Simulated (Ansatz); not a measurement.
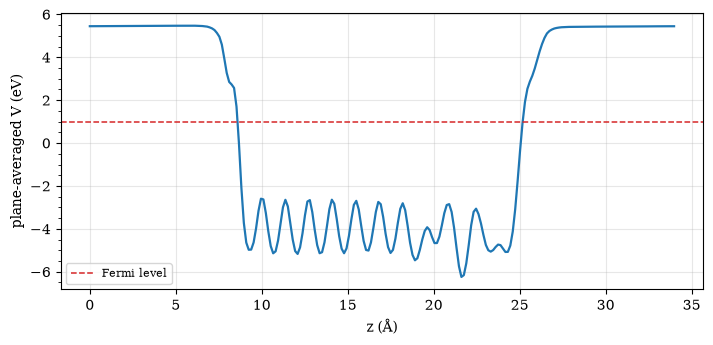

The picture shows: Si₁₂H₃O (slab). Plane average of the electrostatic potential (local pseudopotential plus Hartree) felt by an electron across the slab.

Not relaxed (largest force 0.9 eV/Å).

Computed with DFT r2SCAN, scalar-relativistic, plane waves, PAW in Ansatz 0.2.0.

Q: How far above the Fermi level of the calculation is the vacuum level?

A: 4.5 eV. The slab has a gap, so the Fermi level lies inside it and this isn't a work function in the metallic sense.

Q: How thick is the slab, and how wide the vacuum?

A: The outermost nuclei are 18.1 Å apart, in 14 atomic planes; the vacuum between periodic images is 16.0 Å wide.
